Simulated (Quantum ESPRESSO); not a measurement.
# GaP (F-43m): modes at Γ and the response to a field

Which modes does GaP (F-43m) have at the zone centre?

Calculated with Quantum ESPRESSO 7.5; DFT LDA, scalar-relativistic, plane waves, JTH PAW pseudopotentials.

**What experiment says.**

For GaP, zinc blende (literature value (Ref. 21), 300 K), “Temperature dependence of the optical phonon reflection band in GaP” (2021, arxiv:2105.06662) quotes earlier work: Raman mode (TO at Gamma) 367.3 cm⁻¹; infrared mode (TO at Gamma) 366.3 ± 0.3 cm⁻¹.

## 1. The starting structure

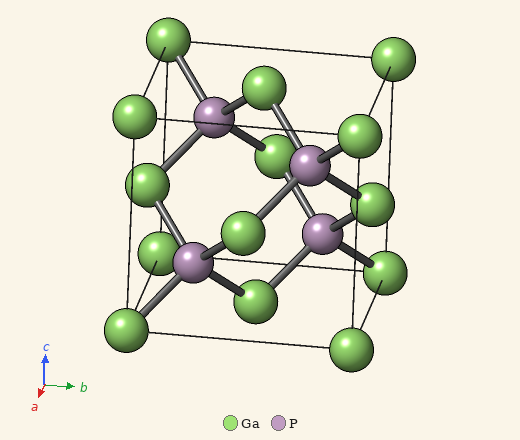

The cell as given, slightly off an axis (gallium green, phosphorus pink). This picture shows the conventional cell, with its axes. Bonds to atoms that aren't drawn are left out. Some periodic images of atoms are drawn too.

As a file:

```cif
data_structure
_symmetry_space_group_name_H-M 'F-43m'
_symmetry_Int_Tables_number 216
_cell_length_a 5.4505
_cell_length_b 5.4505
_cell_length_c 5.4505
_cell_angle_alpha 90.000
_cell_angle_beta 90.000
_cell_angle_gamma 90.000
_cell_volume 161.92
loop_
_atom_site_label
_atom_site_type_symbol
_atom_site_symmetry_multiplicity
_atom_site_Wyckoff_symbol
_atom_site_fract_x
_atom_site_fract_y
_atom_site_fract_z
_atom_site_occupancy
Ga1 Ga 4 a 0.00000 0.00000 0.00000 1
P1 P 4 d 0.25000 0.25000 0.75000 1
```

## 2. A probe with smearing

A cheap run with smearing and empty bands tells whether the crystal has a gap, which decides between fixed occupations and smearing later on.

File probe.in:

```
&CONTROL
  calculation = 'scf'
  prefix      = 'x'
  outdir      = './tmp'
  pseudo_dir  = './pseudo'
  tprnfor     = .true.
  tstress     = .true.
  verbosity   = 'high'
/
&SYSTEM
  ibrav       = 2
  celldm(1)   = 10.29995224
  nat         = 2
  ntyp        = 2
  ecutwfc     = 60.0
  ecutrho     = 480.0
  occupations = 'smearing'
  smearing    = 'gaussian'
  degauss     = 0.01
/
&ELECTRONS
  conv_thr         = 1.0d-07
  mixing_beta      = 0.7
  electron_maxstep = 100
/
ATOMIC_SPECIES
 Ga     69.7230  Ga.upf
 P      30.9738  P.upf
ATOMIC_POSITIONS crystal
 Ga     0.000000000   0.000000000   0.000000000
 P      0.250000000   0.250000000   0.250000000
K_POINTS automatic
 6 6 6 0 0 0
```

On the command line:

```
OMP_NUM_THREADS=1 mpirun -n 4 pw.x -nk 4 -in probe.in > probe.out
```

What it wrote:

```text
[banners, grids, parts of the stress and lines that vanish by symmetry left out]
Program PWSCF v.7.5
     file Ga.upf: wavefunction(s)  0S 4P 0P 3D 0D renormalized
     file P.upf: wavefunction(s)  0S 0P renormalized
[...]
kinetic-energy cutoff     =      60.0000  Ry
     charge density cutoff     =     480.0000  Ry
     scf convergence threshold =      1.0E-07
[...]
Exchange-correlation= SLA PW NOGX NOGC
                           (   1   4   0   0   0   0   0)
[...]
24 Sym. Ops. (no inversion) found
[...]
(     0          1          0      )
                  (     0          0          1      )
[...]
(  0.0000000  1.0000000  0.0000000 )
                  (  0.0000000  0.0000000  1.0000000 )
[...]
(     1          0         -1      )
                  (     0          0         -1      )
[...]
(  0.0000000  1.0000000  0.0000000 )
[...]
(    -1          0          1      )
                  (    -1          0          0      )
[...]
(  0.0000000  0.0000000  1.0000000 )
                  (  0.0000000 -1.0000000  0.0000000 )
[...]
number of k points=    16  Gaussian smearing, width (Ry)=  0.0100
[...]
End of self-consistent calculation
[...]
the Fermi energy is     8.1610 ev
!    total energy              =    -325.69604125 Ry
[...]
convergence has been achieved in   6 iterations
[...]
atom    1 type  1   force =     0.00000000    0.00000000    0.00000000
     atom    2 type  2   force =     0.00000000    0.00000000    0.00000000
[...]
Total force =     0.000000     Total SCF correction =     0.000000
[...]
total   stress  (Ry/bohr**3)                   (kbar)     P=      -28.41
[...]
XML data file, charge density, pseudopotentials, collected wavefunctions

   JOB DONE.
```

It took 3.8 s on 4 MPI ranks of Arm Neoverse V1, shared host.

Read from the output:

```yaml
volume_per_atom: 20.24 Å³
pressure: -2.841 GPa
gap_on_the_k_mesh: 1.491 eV
```

A gap of 1.5 eV opens on this mesh, so the crystal is taken as an insulator; the start stands at -2.8 GPa.

## 3. Relaxing the cell and atoms

The relaxation runs at a cutoff a fifth above that of the response, since stress converges more slowly with the basis than frequencies do. Forces and stress are brought to rest with tight thresholds.

File relax.in:

```
&CONTROL
  calculation   = 'vc-relax'
  prefix        = 'x'
  outdir        = './tmp'
  pseudo_dir    = './pseudo'
  tprnfor       = .true.
  tstress       = .true.
  forc_conv_thr = 2.0d-05
  etot_conv_thr = 1.0d-07
  nstep         = 40
/
&SYSTEM
  ibrav       = 2
  celldm(1)   = 10.29995224
  nat         = 2
  ntyp        = 2
  ecutwfc     = 72
  ecutrho     = 576.0
  occupations = 'fixed'
  nbnd        = 11
/
&ELECTRONS
  conv_thr         = 1.0d-11
  mixing_beta      = 0.7
  electron_maxstep = 100
/
&IONS
/
&CELL
  press_conv_thr = 0.2
/
ATOMIC_SPECIES
 Ga     69.7230  Ga.upf
 P      30.9738  P.upf
ATOMIC_POSITIONS crystal
 Ga     0.000000000   0.000000000   0.000000000
 P      0.250000000   0.250000000   0.250000000
K_POINTS automatic
 8 8 8 0 0 0
```

On the command line:

```
OMP_NUM_THREADS=1 mpirun -n 4 pw.x -nk 4 -in relax.in > relax.out
```

What it wrote:

```text
[banners, grids, parts of the stress and lines that vanish by symmetry left out]
[banner, memory and clock lines left out]
Program PWSCF v.7.5

[...]
kinetic-energy cutoff     =      72.0000  Ry
     charge density cutoff     =     576.0000  Ry
     scf convergence threshold =      1.0E-11
[...]
energy convergence thresh.=      1.0E-07
     force convergence thresh. =      2.0E-05
     press convergence thresh. =      2.0E-01
     Exchange-correlation= SLA PW NOGX NOGC
                           (   1   4   0   0   0   0   0)
[...]
24 Sym. Ops. (no inversion) found
[...]
number of k points=    29
[...]
End of self-consistent calculation
[...]
highest occupied, lowest unoccupied level (ev):     7.2851    8.7749
!    total energy              =    -325.69728292 Ry
[...]
convergence has been achieved in  10 iterations
[...]
atom    1 type  1   force =     0.00000000    0.00000000    0.00000000
     atom    2 type  2   force =     0.00000000    0.00000000    0.00000000
     Total force =     0.000000     Total SCF correction =     0.000000
[...]
total   stress  (Ry/bohr**3)                   (kbar)     P=      -27.79
[...]
number of bfgs steps    =   0
[...]
CELL_PARAMETERS (alat= 10.29995224)
[...]
ATOMIC_POSITIONS (crystal)
Ga               0.0000000000        0.0000000000        0.0000000000
P                0.2500000000        0.2500000000        0.2500000000
[...]
New effective cutoffs (rho, wfc):  581.15   72.66
[...]
End of self-consistent calculation
[...]
highest occupied, lowest unoccupied level (ev):     7.4720    8.9402
!    total energy              =    -325.69786389 Ry
[...]
convergence has been achieved in  19 iterations
[...]
atom    1 type  1   force =    -0.00000000    0.00000000   -0.00000000
     atom    2 type  2   force =     0.00000000   -0.00000000    0.00000000
     Total force =     0.000000     Total SCF correction =     0.000000
[...]
total   stress  (Ry/bohr**3)                   (kbar)     P=      -16.44
[...]
number of bfgs steps    =   1
[...]
CELL_PARAMETERS (alat= 10.29995224)
[...]
ATOMIC_POSITIONS (crystal)
Ga              -0.0000000000       -0.0000000000        0.0000000000
P                0.2500000000        0.2500000000        0.2500000000
[...]
New effective cutoffs (rho, wfc):  589.04   73.65
[...]
End of self-consistent calculation
[...]
highest occupied, lowest unoccupied level (ev):     7.7431    9.1705
!    total energy              =    -325.69815031 Ry
[...]
convergence has been achieved in  19 iterations
[...]
atom    1 type  1   force =    -0.00000000   -0.00000000   -0.00000000
     atom    2 type  2   force =     0.00000000    0.00000000   -0.00000000
     Total force =     0.000000     Total SCF correction =     0.000000
[...]
total   stress  (Ry/bohr**3)                   (kbar)     P=        1.12
[...]
number of bfgs steps    =   2
[...]
CELL_PARAMETERS (alat= 10.29995224)
[...]
ATOMIC_POSITIONS (crystal)
[...]
New effective cutoffs (rho, wfc):  588.54   73.59
[...]
End of self-consistent calculation
[...]
highest occupied, lowest unoccupied level (ev):     7.7257    9.1558
!    total energy              =    -325.69815155 Ry
[...]
convergence has been achieved in  18 iterations
[...]
atom    1 type  1   force =    -0.00000000   -0.00000000   -0.00000000
     atom    2 type  2   force =    -0.00000000   -0.00000000    0.00000000
     Total force =     0.000000     Total SCF correction =     0.000000
[...]
total   stress  (Ry/bohr**3)                   (kbar)     P=       -0.04
[...]
number of bfgs steps    =   3
[...]
small trust_radius: resetting bfgs history
[...]
CELL_PARAMETERS (alat= 10.29995224)
[...]
ATOMIC_POSITIONS (crystal)
[...]
New effective cutoffs (rho, wfc):  588.55   73.59
[...]
End of self-consistent calculation
[...]
highest occupied, lowest unoccupied level (ev):     7.7260    9.1560
!    total energy              =    -325.69815155 Ry
[...]
convergence has been achieved in   9 iterations
[...]
atom    1 type  1   force =    -0.00000000   -0.00000000    0.00000000
     atom    2 type  2   force =     0.00000000    0.00000000    0.00000000
     Total force =     0.000000     Total SCF correction =     0.000000
[...]
total   stress  (Ry/bohr**3)                   (kbar)     P=       -0.02
[...]
bfgs converged in   5 scf cycles and   4 bfgs steps
[...]
End of BFGS Geometry Optimization
     Final enthalpy           =    -325.6981515529 Ry
     File ./tmp/x.bfgs deleted, as requested
[...]
CELL_PARAMETERS (alat= 10.29995224)
[...]
ATOMIC_POSITIONS (crystal)
Ga              -0.0000000000       -0.0000000000        0.0000000000
P                0.2500000000        0.2500000000        0.2500000000
[...]
Final scf calculation at the relaxed structure.
[...]
kinetic-energy cutoff     =      72.0000  Ry
     charge density cutoff     =     576.0000  Ry
     scf convergence threshold =      1.0E-13
[...]
press convergence thresh. =      2.0E-01
     Exchange-correlation= SLA PW NOGX NOGC
                           (   1   4   0   0   0   0   0)
[...]
24 Sym. Ops. (no inversion) found
[...]
number of k points=    29
[...]
c_bands:  1 eigenvalues not converged
[...]
End of self-consistent calculation
[...]
highest occupied, lowest unoccupied level (ev):     7.7260    9.1560
!    total energy              =    -325.69812513 Ry
[...]
convergence has been achieved in  12 iterations
[...]
atom    1 type  1   force =     0.00000000    0.00000000    0.00000000
     atom    2 type  2   force =     0.00000000    0.00000000   -0.00000000
     Total force =     0.000000     Total SCF correction =     0.000000
[...]
total   stress  (Ry/bohr**3)                   (kbar)     P=       -0.02
[...]
XML data file, charge density, pseudopotentials, collected wavefunctions
```

Wall time 57 s (4 MPI ranks).

Step by step:

| step | energy less that of the first step (eV) | largest force (eV/Å) | pressure (GPa) | volume (Å³) |
| --- | --- | --- | --- | --- |
| 1 | 0.0000 | 0.0000 | -2.78 | 40.48 |
| 2 | -0.0079 | 0.0000 | -1.64 | 39.91 |
| 3 | -0.0118 | 0.0000 | 0.11 | 39.11 |
| 4 | -0.0118 | 0.0000 | 0.00 | 39.16 |
| 5 | -0.0118 | 0.0000 | 0.00 | 39.16 |
| 6 | -0.0115 | 0.0000 | 0.00 | 39.16 |

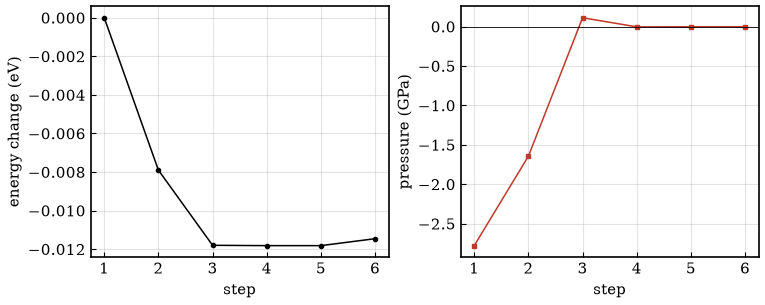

Energy and pressure along the relaxation.

| conventional cell, symmetrised | before | after | change |
| --- | --- | --- | --- |
| a (Å) | 5.451 | 5.391 | -1.1 % |
| b (Å) | 5.451 | 5.391 | -1.1 % |
| c (Å) | 5.451 | 5.391 | -1.1 % |
| volume (Å³/atom) | 20.24 | 19.58 | -3.3 % |

Final coordinates:

```
CELL_PARAMETERS angstrom
-2.69529 0.00000 2.69529
0.00000 2.69529 2.69529
-2.69529 2.69529 0.00000
ATOMIC_POSITIONS crystal
Ga 0.00000 0.00000 0.00000
P 0.25000 0.25000 0.25000
```

The last row of the table of steps is pw.x's closing run on a basis chosen anew for the final cell, so its energy can jump.

Numbers from this step:

```
volume per atom   : 19.58 Å³
pressure          : -0.002 GPa
gap on the k-mesh : 1.430 eV
```

The volume changes by -3.3 % from the cell with which this run began.

## 4. Self-consistent run for the response

The response is built on this ground state, so it is converged far tighter than an energy would need. With a gap, occupations are fixed, which also allows the response to an electric field.

File scf.in:

```
&CONTROL
  calculation = 'scf'
  prefix      = 'x'
  outdir      = './tmp'
  pseudo_dir  = './pseudo'
  tprnfor     = .true.
  tstress     = .true.
/
&SYSTEM
  ibrav       = 2
  celldm(1)   = 10.18672435
  nat         = 2
  ntyp        = 2
  ecutwfc     = 60.0
  ecutrho     = 480.0
  occupations = 'fixed'
  nbnd        = 11
/
&ELECTRONS
  conv_thr         = 1.0d-12
  mixing_beta      = 0.7
  electron_maxstep = 100
/
ATOMIC_SPECIES
 Ga     69.7230  Ga.upf
 P      30.9738  P.upf
ATOMIC_POSITIONS crystal
 Ga     0.000000000   0.000000000   0.000000000
 P      0.250000000   0.250000000   0.250000000
K_POINTS automatic
 8 8 8 0 0 0
```

On the command line:

```
OMP_NUM_THREADS=1 mpirun -n 4 pw.x -nk 4 -in scf.in > scf.out
```

What it wrote:

```text
[banners, grids, parts of the stress and lines that vanish by symmetry left out]
[banner, memory and clock lines left out]
Program PWSCF v.7.5

[...]
kinetic-energy cutoff     =      60.0000  Ry
     charge density cutoff     =     480.0000  Ry
     scf convergence threshold =      1.0E-12
[...]
Exchange-correlation= SLA PW NOGX NOGC
                           (   1   4   0   0   0   0   0)
[...]
24 Sym. Ops. (no inversion) found
[...]
number of k points=    29
[...]
End of self-consistent calculation
[...]
highest occupied, lowest unoccupied level (ev):     7.7260    9.1561
!    total energy              =    -325.69801986 Ry
[...]
convergence has been achieved in  11 iterations
[...]
atom    1 type  1   force =     0.00000000    0.00000000    0.00000000
     atom    2 type  2   force =    -0.00000000   -0.00000000   -0.00000000
     Total force =     0.000000     Total SCF correction =     0.000000
[...]
total   stress  (Ry/bohr**3)                   (kbar)     P=        0.32
[...]
XML data file, charge density, pseudopotentials, collected wavefunctions
```

Elapsed: 7 s, on 4 MPI ranks.

Numbers from this step:

```
pressure : 0.032 GPa
```

The cell stands at 0.032 GPa, close enough for phonons.

(Continued in part 2 of 4.)

[Host names and launcher messages were left out of these logs when they were recorded.]

[Logs are printed without paths, hosts, clocks, repeated set-up lines and the standing remarks that a program may print on its own settings, such as how far it seeks lower states.]

[Hosts, paths, dates, database ids (printed as entryN), source tags and the programs' standing remarks are cut or masked in the printed files.]
